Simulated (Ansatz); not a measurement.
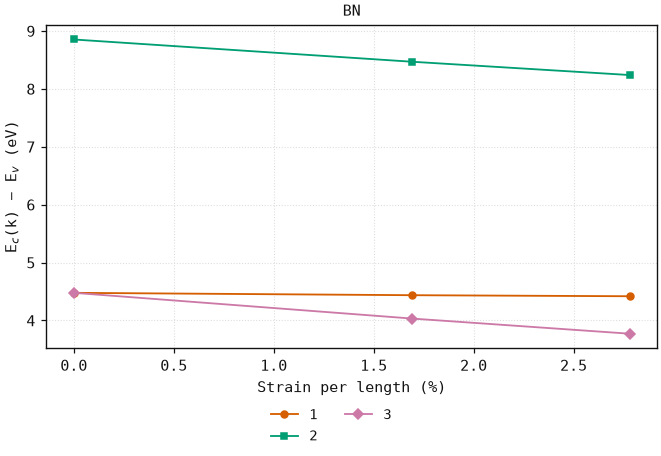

Lowest conduction level at each named k point, counted from the valence-band top at Γ. The curves are numbered.

System: zincblende BN, space group F-43m (No. 216), 2 atoms in the primitive cell, relaxed with r2SCAN; unstrained, cubic a = 3.610 Å. The cell is strained biaxially in the xy plane; the length along z is relaxed again with r2SCAN. Points keep the names of the unstrained cell; those that the strain makes unlike carry their directions on the cubic axes x, y, z. Ansatz 0.2.0; PBE, Ansatz PAW set, no spin polarisation, no spin-orbit coupling, 12×12×12 k mesh, 420 eV cutoff, Fermi-Dirac smearing of 0.02 eV.

### Which curve belongs to which k point: X [001], X [100]/[010] and Γ?

1 is X [100]/[010]; 2 is Γ; 3 is X [001]. X [001] falls by 0.71 eV, X [100]/[010] falls by 0.06 eV and Γ falls by 0.61 eV.

### How does the strain split the X points of the conduction band?

Unstrained, the X points are equivalent. At +2.78 % the lowest conduction level is 3.77 eV at X [001] and 4.42 eV at X [100]/[010] above the valence top, a splitting of 0.65 eV, or 233 meV for each 1 % of strain on average.

The strain splits the threefold valence top at Γ, and levels count from its highest part. LDA, GGA and most meta-GGA functionals understate gaps. The usual form of BN is layered hexagonal.
